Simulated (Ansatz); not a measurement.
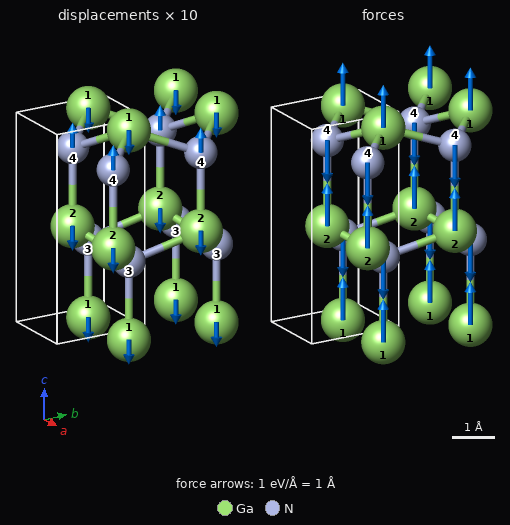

Left: a symmetric starting cell of GaN, with blue arrows for the displacements applied to it (without the part that the change of the cell carries along). Right: the displaced structure with the computed forces. Besides, the cell is strained by +2.5 % along c and −0.5 % across it (volume +1.3 %). The picture is a ball-and-stick view of the cell of the calculation, repeated 2 × 2 × 1 with one cell outlined, seen slightly off an axis.

Level of theory: DFT r2SCAN, scalar-relativistic, plane waves, PAW in Ansatz 0.2.0. (plane-wave cutoff 500 eV; k-point mesh 12 × 12 × 6; occupations gaussian; smearing width 0.02 eV; no spin polarisation)

Q: Where do the forces point?

A: Atoms are displaced by 0.06 Å relative to the cell: Ga1 0.06 Å along −c, N3 0.06 Å along +c. No relaxation follows. The starting cell wasn't computed here and needn't be at equilibrium, so pressure and forces aren't due to the change alone. Among the bonded contacts that change: Ga–N 1.944 → 1.904 to 2.108 Å. The space group stays P6_3mc (No. 186). The pressure is 1.0 GPa (not all of it need come from the change, since the unchanged cell can be under pressure at this level too). The principal stresses (compression positive) are −10.1 GPa along c and 6.6 GPa across it. The largest forces, 1.1 eV/Å, act on Ga1, Ga2, N3 and N4; on Ga1 it points along +c. The forces point straight back along the displacements (cosine −1.00).
